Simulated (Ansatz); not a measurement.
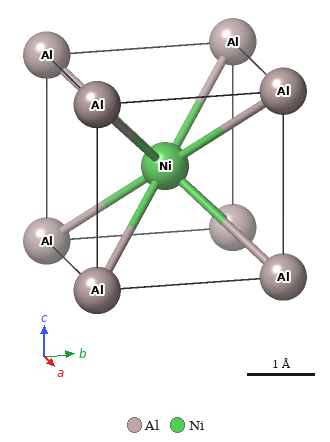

The starting structure (ball-and-stick view of the cell of the calculation, seen slightly off an axis). An atom can appear more than once, as a periodic image.

# AlNi: geometry relaxation

AlNi (Pm-3m, 2 atoms in the cell), computed with DFT PBEsol, scalar-relativistic, plane waves, PAW, no spin polarisation (Ansatz 0.2.0).

The structure derives from an entry of the Crystallography Open Database.

Output:
```
Engine: ansatz 0.2.0, x86_64-unknown-linux-gnu
Pseudopotentials: kind: paw
Pseudopotential: Al, paw, valence charge 3, recommended cutoff 420 eV (normal), Al.paw.azcp
Pseudopotential: Ni, paw, valence charge 18, recommended cutoff 420 eV (normal), Ni.paw.azcp
Functional definition: PBEsol
  exchange = pbesol_x
  correlation = pbesol_c
Crystal: 2 atoms, lattice volume = 23.913 Å³
Basis set: ecut = 420 eV, 461 PW (Γ), exchange–correlation on 40×40×40 points (8 copies of the dense FFT grid, shifted against one another)
Bands: 15, of which v1, the nominal top of the filled ones, is band 11 counted from 1 (10 counted from 0)
Symmetry: 48 space group operations
Space group: Pm-3m (ITA 221), of the structure as read, at distance tolerance 2.9e-5 Å
k-points: 120 of 2744
Non-local potential: Al, projectors of the file, l = 0: 2, l = 1: 2, l = 2: 1
Non-local potential: Ni, projectors of the file, l = 0: 3, l = 1: 2, l = 2: 3, l = 3: 1
PAW form: soft (Blöchl's): semilocal exchange-correlation on the pseudo side does not see the compensation charge
PAW frozen core: Al, regenerated for the run's functional, and the local potential with it (the file was generated under x = pbe(κ = 0.804, μ = 0.2195149727645171), c = pbe(β = 0.06672455060314922))
PAW frozen core: Ni, regenerated for the run's functional, and the local potential with it (the file was generated under x = pbe(κ = 0.804, μ = 0.2195149727645171), c = pbe(β = 0.06672455060314922))
PAW one-centre angular grid: Al, 110 points (default); XC on 64 Gauss nodes
PAW one-centre angular grid: Ni, 590 points (default); XC on 64 Gauss nodes
Initial density: superposition of atomic densities (neutral atoms: chi_scale 0, normalization atom), corrected by the library's trained network
Initial wavefunctions: pseudopotential atomic-orbital guess
Functional: x = pbesol(κ = 0.804, μ = 0.12345679012345678), c = pbesol(β = 0.046)
SCF iter   1: F=—  HF=-6330.865888 eV  |F-HF|=—  |Δ(HF+E_count)|=         —  Δρ=1.84e-2  dr2=4.73e-2  ethr=1.77e-3  ⟨swp⟩=4.7  Hψ=8209  notcnv=0
preconditioner: auto → none  [metal: Δε(μ)=0.009 eV  Ē_g=9.603 eV  σ=0.100 eV  W_gap=0.05  n_scr=6 (ndim 8)  ℏωp=27.4 eV  f_vac=0.000  D(μ)=1.06/eV (n_scr^D=6)  sad-step TF]
SCF iter   2: F=—  HF=-6330.860164 eV  |F-HF|=—  |Δ(HF+E_count)|=   5.72e-3  Δρ=6.24e-3  dr2=6.17e-3  ethr=2.25e-4  ⟨swp⟩=2.0  Hψ=3128  notcnv=0  defer=31
SCF iter   3: F=—  HF=-6330.859486 eV  |F-HF|=—  |Δ(HF+E_count)|=   6.78e-4  Δρ=9.43e-4  dr2=1.53e-4  ethr=2.94e-5  ⟨swp⟩=1.1  Hψ=1765  notcnv=0  defer=33
SCF iter   4: F=—  HF=-6330.859463 eV  |F-HF|=—  |Δ(HF+E_count)|=   2.25e-5  Δρ=6.11e-5  dr2=3.03e-7  ethr=7.28e-7  ⟨swp⟩=1.4  Hψ=1950  notcnv=0  defer=33
SCF iter   5: F=—  HF=-6330.859458 eV  |F-HF|=—  |Δ(HF+E_count)|=   5.45e-6  Δρ=1.32e-5  dr2=2.93e-8  ethr=1.44e-9  ⟨swp⟩=2.0  Hψ=2913  notcnv=0  defer=33
SCF iter   6: F=-6330.859458 eV  HF=-6330.859458 eV  |F-HF|=1.06e-10  |Δ(HF+E_count)|=   1.52e-9  Δρ=7.41e-7  dr2=1.14e-10  ethr=1.39e-10  ⟨swp⟩=3.6  Hψ=5997  notcnv=0
SCF 1 converged in 6 iterations: F = -6330.859458 eV  dr2 = 1.14e-10
  greatest PAW one-centre occupation: 1.001 electrons in one spin orbital (limit 2), on the Ni atom at site 1 (counted from 0), in its partial waves of l = 1
relax step   1: F+E_penalty+E_count = -6330.85945793 eV  Δ(F+E_penalty+E_count) = +0.000e0 eV  max|allowed force component| = 8.441e-29 eV/Å  Δτ_max = 0.0000 Å  P = -3.231 GPa  Ω = 23.913 Å³  (6 SCF iters, dr2 threshold 1.00e-7 eV, accepted)
Crystal: 2 atoms, lattice volume = 23.630 Å³
Initial density: handed on by an earlier stage of this run
Initial wavefunctions: those handed on with the density
iter 1 solved again at ethr=1.84e-6 eV; its pass at ethr=3.10e-3 eV (dr2=3.86e-4 eV) is discarded
SCF iter   1: F=—  HF=-6330.863642 eV  |F-HF|=—  |Δ(HF+E_count)|=         —  Δρ=1.64e-3  dr2=4.04e-4  ethr=1.84e-6  ⟨swp⟩=2.0  Hψ=10605  notcnv=0
preconditioner: auto → none  [metal: Δε(μ)=0.008 eV  Ē_g=9.743 eV  σ=0.100 eV  W_gap=0.05  n_scr=6 (ndim 8)  ℏωp=27.5 eV  f_vac=0.000  D(μ)=1.02/eV (n_scr^D=6)]
SCF iter   2: F=—  HF=-6330.863569 eV  |F-HF|=—  |Δ(HF+E_count)|=   7.22e-5  Δρ=2.82e-4  dr2=1.43e-5  ethr=1.84e-6  ⟨swp⟩=1.2  Hψ=1879  notcnv=0
SCF iter   3: F=—  HF=-6330.863568 eV  |F-HF|=—  |Δ(HF+E_count)|=   1.04e-6  Δρ=5.59e-5  dr2=5.21e-7  ethr=6.79e-8  ⟨swp⟩=1.3  Hψ=1937  notcnv=0
iter 4 did not close the SCF: its close was put off for the readings that it lacked (scf_convergence_deferred on its scf_iter line)
SCF iter   4: F=-6330.863568 eV  HF=-6330.863568 eV  |F-HF|=8.28e-9  |Δ(HF+E_count)|=   5.03e-7  Δρ=1.07e-5  dr2=1.69e-8  ethr=2.48e-9  ⟨swp⟩=2.4  Hψ=2593  notcnv=0
iter 5 did not close the SCF: its close was put off for the readings that it lacked (scf_convergence_deferred on its scf_iter line)
SCF iter   5: F=-6330.863568 eV  HF=-6330.863568 eV  |F-HF|=1.64e-11  |Δ(HF+E_count)|=   1.80e-9  Δρ=5.17e-7  dr2=3.26e-11  ethr=8.07e-11  ⟨swp⟩=1.1  Hψ=1828  notcnv=0
SCF iter   6: F=-6330.863568 eV  HF=-6330.863568 eV  |F-HF|=9.09e-13  |Δ(HF+E_count)|=  2.09e-11  Δρ=2.24e-8  dr2=8.53e-14  ethr=1.00e-12  ⟨swp⟩=1.8  Hψ=4483  notcnv=0
SCF 2 converged in 6 iterations: F = -6330.863568 eV  dr2 = 8.53e-14
relax step   2: F+E_penalty+E_count = -6330.86356790 eV  Δ(F+E_penalty+E_count) = -4.110e-3 eV  max|allowed force component| = 7.741e-30 eV/Å  Δτ_max = 0.0000 Å  P = -1.283 GPa  Ω = 23.630 Å³  energy of the carried Pulay correction = +1.030e-4 eV  (6 SCF iters, dr2 threshold 2.00e-7 eV, accepted)
Crystal: 2 atoms, lattice volume = 23.447 Å³
iter 1 solved again at ethr=7.96e-7 eV; its pass at ethr=3.10e-3 eV (dr2=1.67e-4 eV) is discarded
SCF iter   1: F=—  HF=-6330.864387 eV  |F-HF|=—  |Δ(HF+E_count)|=         —  Δρ=1.09e-3  dr2=1.77e-4  ethr=7.96e-7  ⟨swp⟩=2.0  Hψ=10500  notcnv=0
preconditioner: auto → none  [metal: Δε(μ)=0.009 eV  Ē_g=9.808 eV  σ=0.100 eV  W_gap=0.05  n_scr=6 (ndim 8)  ℏωp=27.6 eV  f_vac=0.000  D(μ)=1.02/eV (n_scr^D=6)]
SCF iter   2: F=—  HF=-6330.864351 eV  |F-HF|=—  |Δ(HF+E_count)|=   3.52e-5  Δρ=1.85e-4  dr2=6.12e-6  ethr=7.96e-7  ⟨swp⟩=1.2  Hψ=1881  notcnv=0
SCF iter   3: F=—  HF=-6330.864348 eV  |F-HF|=—  |Δ(HF+E_count)|=   3.54e-6  Δρ=3.71e-5  dr2=2.28e-7  ethr=2.91e-8  ⟨swp⟩=1.4  Hψ=2014  notcnv=0
iter 4 did not close the SCF: its close was put off for the readings that it lacked (scf_convergence_deferred on its scf_iter line)
SCF iter   4: F=-6330.864348 eV  HF=-6330.864348 eV  |F-HF|=2.19e-9  |Δ(HF+E_count)|=   2.23e-7  Δρ=6.28e-6  dr2=5.66e-9  ethr=1.09e-9  ⟨swp⟩=2.3  Hψ=2586  notcnv=0
iter 5 did not close the SCF: its close was put off for the readings that it lacked (scf_convergence_deferred on its scf_iter line)
SCF iter   5: F=-6330.864348 eV  HF=-6330.864348 eV  |F-HF|=5.37e-11  |Δ(HF+E_count)|=  5.43e-10  Δρ=6.59e-7  dr2=4.25e-11  ethr=2.70e-11  ⟨swp⟩=1.1  Hψ=1819  notcnv=0
SCF iter   6: F=-6330.864348 eV  HF=-6330.864348 eV  |F-HF|=0.00e0  |Δ(HF+E_count)|=  1.36e-11  Δρ=8.27e-8  dr2=7.46e-13  ethr=1.00e-12  ⟨swp⟩=1.3  Hψ=5078  notcnv=0
SCF 3 converged in 6 iterations: F = -6330.864348 eV  dr2 = 7.46e-13
relax step   3: F+E_penalty+E_count = -6330.86434759 eV  Δ(F+E_penalty+E_count) = -7.797e-4 eV  max|allowed force component| = 1.109e-30 eV/Å  Δτ_max = 0.0000 Å  P = +0.042 GPa  Ω = 23.447 Å³  energy of the carried Pulay correction = +1.701e-4 eV  (6 SCF iters, dr2 threshold 2.00e-7 eV, accepted)
Initial wavefunctions: pseudopotential atomic-orbital guess (no wavefunctions were taken with the density)
iter 1 solved again at ethr=6.08e-9 eV; its pass at ethr=3.10e-3 eV (dr2=1.28e-6 eV) is discarded
SCF iter   1: F=—  HF=-6330.864186 eV  |F-HF|=—  |Δ(HF+E_count)|=         —  Δρ=2.54e-5  dr2=1.85e-8  ethr=6.08e-9  ⟨swp⟩=3.0  Hψ=13812  notcnv=0
preconditioner: auto → none  [metal: Δε(μ)=0.008 eV  Ē_g=9.811 eV  σ=0.100 eV  W_gap=0.05  n_scr=6 (ndim 8)  ℏωp=27.6 eV  f_vac=0.000  D(μ)=1.02/eV (n_scr^D=6)]
SCF iter   2: F=—  HF=-6330.864184 eV  |F-HF|=—  |Δ(HF+E_count)|=   2.68e-6  Δρ=1.15e-5  dr2=3.99e-9  ethr=8.79e-11  ⟨swp⟩=2.0  Hψ=3062  notcnv=0
SCF iter   3: F=—  HF=-6330.864184 eV  |F-HF|=—  |Δ(HF+E_count)|=   3.73e-9  Δρ=3.38e-6  dr2=2.90e-10  ethr=1.90e-11  ⟨swp⟩=2.6  Hψ=2600  notcnv=0
iter 4 did not close the SCF: its close was put off for the readings that it lacked (scf_convergence_deferred on its scf_iter line)
SCF iter   4: F=-6330.864184 eV  HF=-6330.864184 eV  |F-HF|=9.09e-12  |Δ(HF+E_count)|=  5.27e-10  Δρ=4.27e-7  dr2=7.87e-12  ethr=1.38e-12  ⟨swp⟩=2.2  Hψ=2529  notcnv=0
iter 5 did not close the SCF: its close was put off for the readings that it lacked (scf_convergence_deferred on its scf_iter line)
SCF iter   5: F=-6330.864184 eV  HF=-6330.864184 eV  |F-HF|=3.64e-12  |Δ(HF+E_count)|=  1.00e-11  Δρ=5.41e-8  dr2=2.84e-13  ethr=1.00e-12  ⟨swp⟩=1.0  Hψ=1800  notcnv=0
SCF iter   6: F=-6330.864184 eV  HF=-6330.864184 eV  |F-HF|=3.64e-12  |Δ(HF+E_count)|=  1.82e-12  Δρ=9.82e-9  dr2=2.29e-14  ethr=1.00e-12  ⟨swp⟩=3.1  Hψ=6531  notcnv=0
SCF 4 converged in 6 iterations: F = -6330.864184 eV  dr2 = 2.29e-14
relax step   4: F+E_penalty+E_count = -6330.86418373 eV  Δ(F+E_penalty+E_count) = +1.639e-4 eV  max|allowed force component| = 5.506e-30 eV/Å  Δτ_max = 0.0000 Å  P = +0.036 GPa  Ω = 23.447 Å³  stress off target by 3.61e-2 GPa  SCF on the basis re-selected at this cell (its energy is not comparable with the rows above)  (6 SCF iters)
```

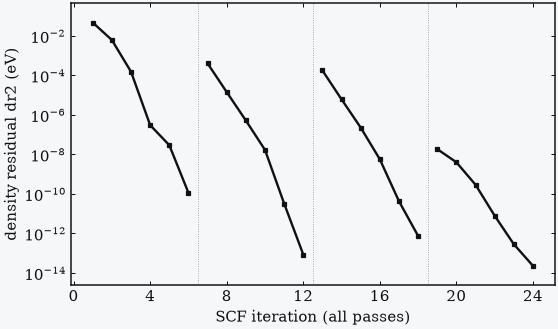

Convergence of the self-consistent field: density residual dr2 against the SCF iteration. The dotted lines part the SCF passes of the relaxation: geometry steps, rejected trials and re-solves on a re-selected basis. The passes take 6, 6, 6 and 6 iterations.

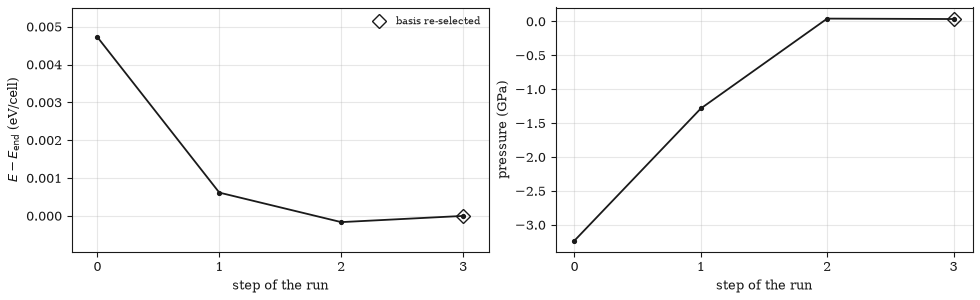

Progress of the relaxation, step by step (the first geometry is step 0 here and step 1 in the log).

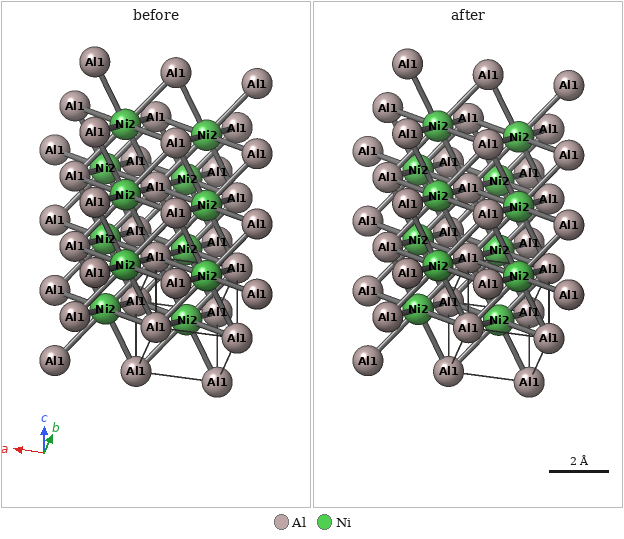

Before (left) and after (right) the relaxation, at one scale (ball-and-stick view of the cell of the calculation, repeated 2 × 2 × 3, seen at an oblique angle). The atoms keep their places relative to the cell (all moves are under 0.005 Å). The drawn cell changes as follows: a = b = c 2.881 → 2.862 Å (−0.7 %); the volume changes by −1.9 %. Distances before and after: Al1–Ni2 2.495 → 2.479 Å. The space group stays Pm-3m (No. 221). The energy falls by 4.9 meV per cell of the calculation in 2 geometry steps. All forces vanish by symmetry, so only the cell relaxes. The pressure goes from −3.23 to 0.04 GPa. A last SCF at the same geometry on a re-selected plane-wave basis shifts the energy by +0.2 meV per cell of the calculation. (Atoms are counted from 1 in the order of the input.)

```
basis re-selected at this cell: Δ(F+E_penalty+E_count) = +1.639e-4 eV, ΔP = -0.006 GPa vs the last step (what re-selecting the basis moved, of the pressure what is left beyond the Pulay correction that the steps carried, after the strain that the cell walked since its last selection, with what the two solves' SCF thresholds leave and, on support functions, any second-order correction that the steps lacked; it is no measure of the basis error at this ecutwfc). This SCF's stress stands 3.61e-2 GPa from its target on what of the cell is left free (relax.cell.stress_tol is 5.00e-2 GPa) and its largest allowed force component is 5.51e-30 eV/Å (relax.f_tol is 5.00e-3 eV/Å): within both
SCF converged after 6 iterations
Free energy (F): -6330.864184 eV
Harris-Foulkes:  -6330.864184 eV  (|F-HF|=3.64e-12)
Internal energy: -6330.859096 eV  (E = F + TS)
E sigma→0 (E₀):  -6330.861640 eV
Entropy (-TS):   -0.005088 eV (-2.544 meV/atom)
Fermi energy:    14.164010 eV
--- Per-component energies (eV) ---
  E_band       = -331.573763
  E_kinetic    = 312.140274
  E_local      = -4418.829027  (includes V_loc(G=0)·N_el)
  E_nonlocal   = 648.684286
  E_hartree    = 1900.196908
  E_xc         = -125.916172
  E_vxc        = -141.153050  (∫ρ·V_xc dr)
  E_paw        = -2052.775849  (= ΣΔE_a)
  E_vpaw       = -532.810440  (= ΣTr[D̂ρ^β])
  E_aug_tail   = 0.000389  (compensation charges beyond the density's cutoff)
  E_ewald      = -2594.576334
  E_core_change = 0.216428  (= ΣΔE_core)
  E_smearing   = -0.005088  (= −TS)
  E_closure    = -0.000000  (closes the sum)
  Σ components = -6330.864184   (vs F -6330.864184, Δ=0.00e0)
--- Forces (eV/Å), atoms counted from 1 ---
  atom   1  Al    -0.00000000     0.00000000    -0.00000000
  atom   2  Ni     0.00000000     0.00000000     0.00000000
  max |Σ_I F_I| component: 1.05e-29 eV/Å
--- Stress (GPa, compression-positive) ---
        0.036094       0.000000       0.000000
        0.000000       0.036094       0.000000
        0.000000       0.000000       0.036094
  P = ⅓ Tr σ = 0.0361 GPa (0.361 kbar)
--- Band table (eV; the first three rows and the last of 120) ---
  k-point 0: bands = ["-88.8539", "-49.4019", "-49.4019", "-49.4019", "2.8893", "10.8502", "10.8502", "12.6177", "12.6177", "12.6177", "19.7445", "19.7445", "19.7445", "22.3693", "22.3693"]
  k-point 1: bands = ["-88.8538", "-49.4031", "-49.4018", "-49.4018", "2.9847", "10.8435", "10.8732", "12.5752", "12.5752", "12.6223", "18.7601", "19.8706", "19.8706", "22.3726", "23.2591"]
  k-point 2: bands = ["-88.8536", "-49.4066", "-49.4015", "-49.4015", "3.2693", "10.7986", "10.9383", "12.4605", "12.4605", "12.6351", "17.1522", "20.2367", "20.2367", "22.3824", "24.5404"]
  k-point 119: bands = ["-88.8492", "-49.4226", "-49.4226", "-49.4226", "9.9850", "9.9850", "9.9850", "13.1947", "13.1947", "16.1205", "16.1205", "16.1205", "18.0723", "18.7586", "18.7586"]
--- Relaxed structure (3 steps of the walk, 3 accepted, 1 SCFs on fresh bases) ---
  F+E_penalty+E_count = -6330.86418373 eV   max|allowed force component| = 5.506e-30 eV/Å   (the final SCF, on the basis selected at the relaxed cell)
  cell:  # Å, volume = 23.4468 Å³
    - [2.862165556207922, -1.9259299443872356e-34, 1.2839532962581572e-34]
    - [-1.2839532962581574e-34, 2.862165556207922, 0.0]
    - [1.2839532962581572e-34, -1.6049416203226965e-35, 2.862165556207922]
  atoms:
    - { symbol: Al, position: [-1.420548813544603e-34, 2.2283118643953147e-35, -2.785389830485276e-36] }
    - { symbol: Ni, position: [0.5, 0.5, 0.5] }
```

Trajectory as extended XYZ (Å, eV, eV/Å), 4 frames, from step=1 to step=4:
```
2
Lattice="2.8810 0.0000 0.0000 0.0000 2.8810 0.0000 0.0000 0.0000 2.8810" Properties=species:S:1:pos:R:3:forces:R:3 step=1 energy=-6330.85946 pressure_GPa=-3.23
Al    0.0000    0.0000    0.0000    0.0000   0.0000   0.0000
Ni    1.4405    1.4405    1.4405    0.0000   0.0000   0.0000
2
Lattice="2.8696 0.0000 0.0000 0.0000 2.8696 0.0000 0.0000 0.0000 2.8696" Properties=species:S:1:pos:R:3:forces:R:3 step=2 energy=-6330.86357 pressure_GPa=-1.28
Al    0.0000    0.0000    0.0000    0.0000   0.0000   0.0000
Ni    1.4348    1.4348    1.4348    0.0000   0.0000   0.0000
2
Lattice="2.8622 0.0000 0.0000 0.0000 2.8622 0.0000 0.0000 0.0000 2.8622" Properties=species:S:1:pos:R:3:forces:R:3 step=3 energy=-6330.86435 pressure_GPa=0.04
Al    0.0000    0.0000    0.0000    0.0000   0.0000   0.0000
Ni    1.4311    1.4311    1.4311    0.0000   0.0000   0.0000
2
Lattice="2.8622 0.0000 0.0000 0.0000 2.8622 0.0000 0.0000 0.0000 2.8622" Properties=species:S:1:pos:R:3:forces:R:3 step=4 energy=-6330.86418 pressure_GPa=0.04
Al    0.0000    0.0000    0.0000    0.0000   0.0000   0.0000
Ni    1.4311    1.4311    1.4311    0.0000   0.0000   0.0000
```

The run was set up as follows.

Input file:
```yaml
crystal:
  lattice:
    - [2.881, 0.0, 0.0]
    - [0.0, 2.881, 0.0]
    - [0.0, 0.0, 2.881]
  atoms:
    - { symbol: Al, position: [0.0, 0.0, 0.0] }
    - { symbol: Ni, position: [0.5, 0.5, 0.5] }
basis:
  ecutwfc: 420
kpoints:
  mp_grid: { grid: [14, 14, 14] }
hamiltonian:
  xc: pbesol
scf:
  occupations: { method: gaussian, width: 0.1 }
output:
  forces: true
  stress: true
  eigenvalues: true
relax:
  adjacent_minimum: "off"
  f_tol: 0.005
  max_steps: 80
  cell: { stress_tol: 0.05 }
```

Run as:
```bash
ansatz run input.yaml --threads 2 --pin off --max-ram 5120MiB --backend cpu --events-out ev --progress --plain --runs-dir out
```

Key numbers:

```json
{"quantity": "outcome", "value": "converged"}
{"quantity": "space group (tolerance 0.01 Å)", "value": "Pm-3m (221)"}
{"quantity": "electrons treated", "value": "21"}
{"quantity": "free energy", "value": "−6330.8642 eV"}
{"quantity": "Fermi energy", "value": "14.164 eV"}
{"quantity": "gap on the k-point mesh", "value": "none (metallic)"}
{"quantity": "pressure", "value": "0.04 GPa"}
{"quantity": "final volume", "value": "23.45 Å³"}
{"quantity": "largest force (length of the vector) at the end", "value": "under 0.001 eV/Å"}
{"quantity": "final cell", "value": "a = 2.862 Å, b = 2.862 Å, c = 2.862 Å, α = 90.00°, β = 90.00°, γ = 90.00°"}
{"quantity": "hardware", "value": "2 threads of Intel Xeon @ 2.50GHz (Skylake/Cascade Lake), 192 GiB of memory available, shared host"}
{"quantity": "wall time", "value": "8.1 s (CPU time 15 s)"}
{"quantity": "peak memory", "value": "0.41 GiB"}
```

The run has no spin polarisation, so a magnetic state may lie lower.
